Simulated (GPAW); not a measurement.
System ZnO (space group P6_3/mmc, No. 194); source of the atomic positions: a cell listed in the Materials Project, as set up for an electronic-structure calculation.

Space group P6_3/mmc (No. 194). a = 3.288 Å, b = 3.288 Å, c = 7.130 Å, α = 90.00°, β = 90.00°, γ = 120.00°
```tsv
atom	site	symmetry	x	y	z
Zn	2b	-6m2	0.0000	0.0000	0.2500
O	2c	-6m2	0.6667	0.3333	0.7500
```

Describe how the polyhedra about Zn are linked (bonds: O–Zn below 2.1 Å).

Zn: ZnO3 triangle, sharing corners with six neighbours.

They form layers of corner-sharing triangles parallel to (001).

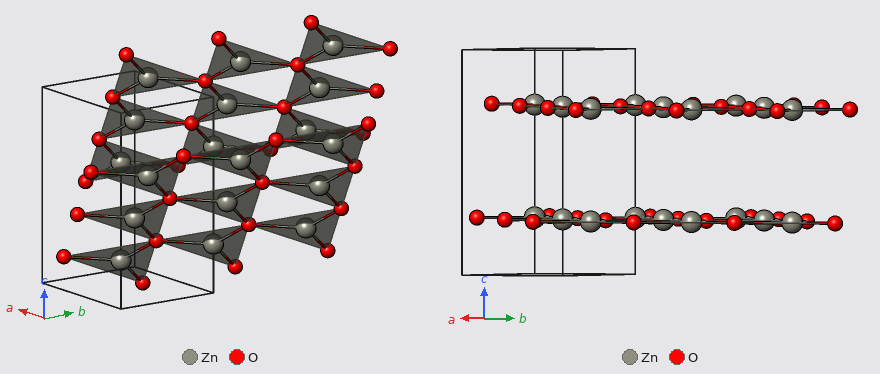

Polyhedra are drawn about Zn (bonds: O–Zn below 2.1 Å); other atoms are plain spheres. Two views of the same piece.
